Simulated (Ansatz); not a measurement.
## Electronic structure of FeCo₃ in real space

```
Fe Co
1.0
     2.46601    0.00000    0.00000
     0.00000    2.46601    0.00000
     0.00000    0.00000    7.06346
Fe Co
1 3
Cartesian
  0.0000 0.0000 0.0000
  1.2330 1.2330 5.2651
  0.0000 0.0000 3.5317
  1.2330 1.2330 1.7984
```

Space group P4/mmm; a structure from a database of computed crystals, not necessarily the ambient phase; not relaxed (largest force 0.4 eV/Å); computed pressure about 7 GPa in this cell; spin-polarised.

Method: DFT r2SCAN, scalar-relativistic, plane waves, PAW (Ansatz).

The density is the valence pseudo-density of a PAW calculation; it isn't the true density close to the nuclei.

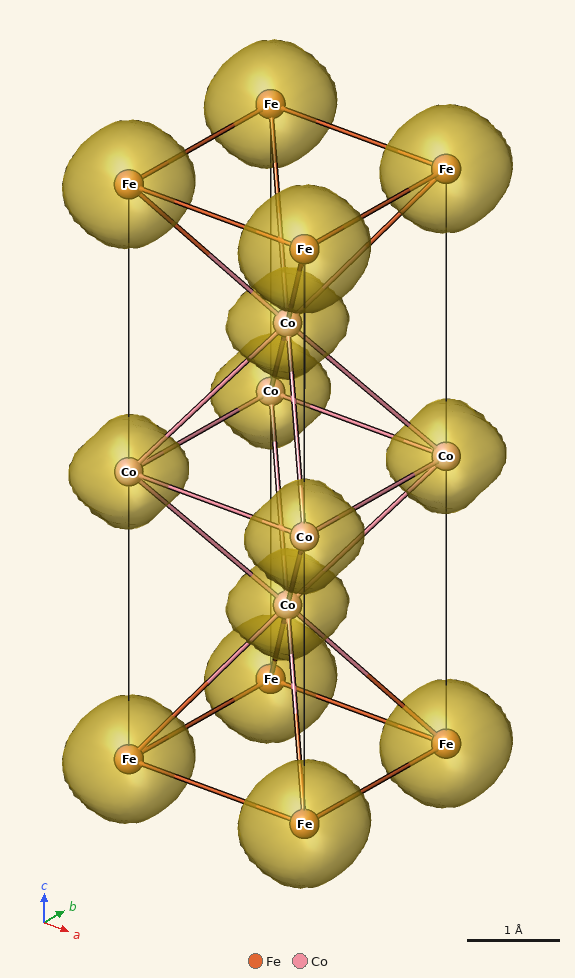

Figure 1. Isosurfaces of the spin density (up minus down) at +0.5 (yellow) and −0.5 e/Å³ (cyan), seen at an oblique angle. Sticks mark near contacts.

Which atoms carry the moments, and with what signs?

The spin density sits on Fe: +2.8 μB; Co: +1.9 μB (×3) in one cell of 4 atoms: parallel moments (a ferromagnetic arrangement) in this solution. The cell of the calculation (4 atoms) carries 8.1 μB of net spin moment. Only one sign reaches the isovalue.

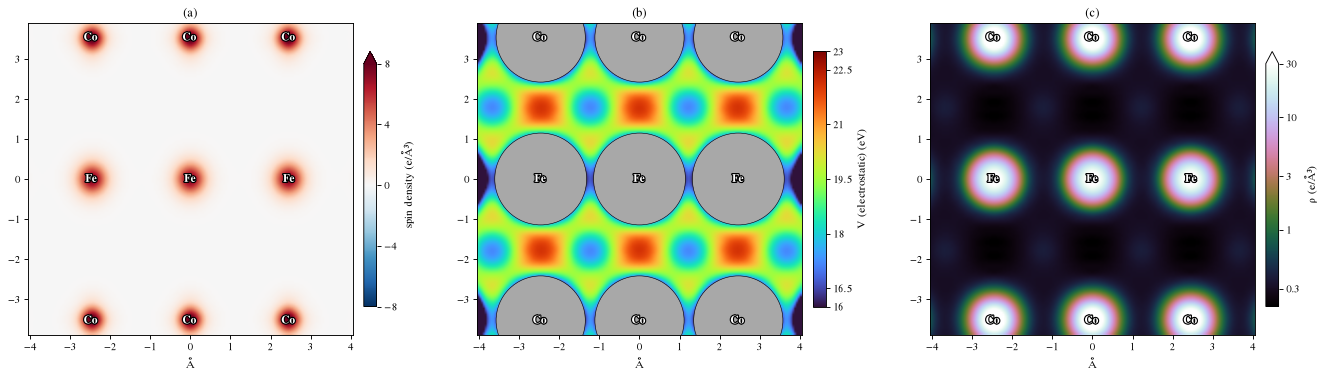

Figure 2. (a) magnetisation density (up minus down); (b) electrostatic potential energy of an electron; (c) valence pseudo-density on the (010) plane of the conventional cell. Grey discs cover the atomic cores in the potential map.

What does the map show?

- Atoms in the plane: Fe and Co.
- Co–Co (2.47 Å): ρ at the midpoint is about 0.35 e/Å³.
- Fe–Fe (2.47 Å): ρ is about 0.36 e/Å³ halfway.
- Between the atoms the lowest density in this plane is 0.21 e/Å³.
- Outside the cores the potential energy rises away from the atoms and is highest about 1.7 Å from the nearest atoms; its zero is arbitrary.

Does the calculation give a band gap?

It is gapless in this calculation (a metal or semimetal).
